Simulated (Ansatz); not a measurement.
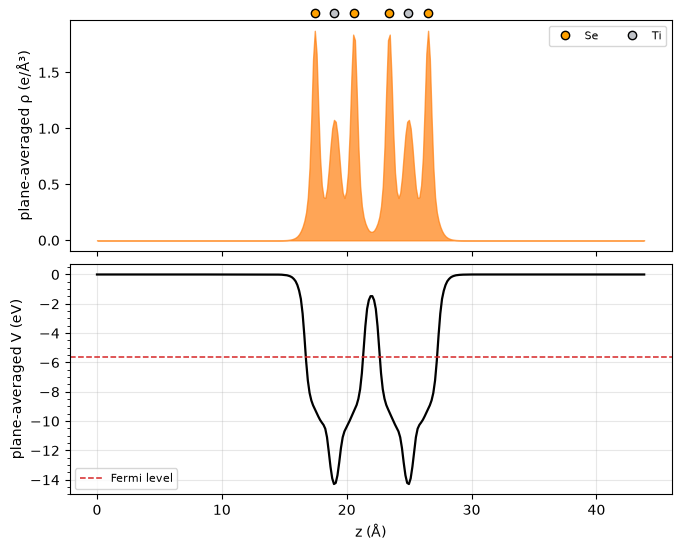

Figure. TiSe2 (slab). Plane average of the electrostatic potential (local pseudopotential plus Hartree) felt by an electron and of the valence charge density (pseudo) across the slab. Circles mark the heights of the atoms.

Not relaxed (largest force 0.5 eV/Å); computed without spin polarisation.

Theory: DFT LDA, scalar-relativistic, plane waves, PAW (Ansatz 0.2.0).

In a PAW calculation such maps are meaningful between the atoms, not at the nuclei.

### What is the work function?

The potential is flat in the vacuum, 5.62 eV above the Fermi level; this is the work function, the same on both faces.

### How thick is the slab, and how wide the vacuum?

The outermost nuclei are 9.1 Å apart, in 6 atomic planes; the vacuum between periodic images is 34.9 Å wide.
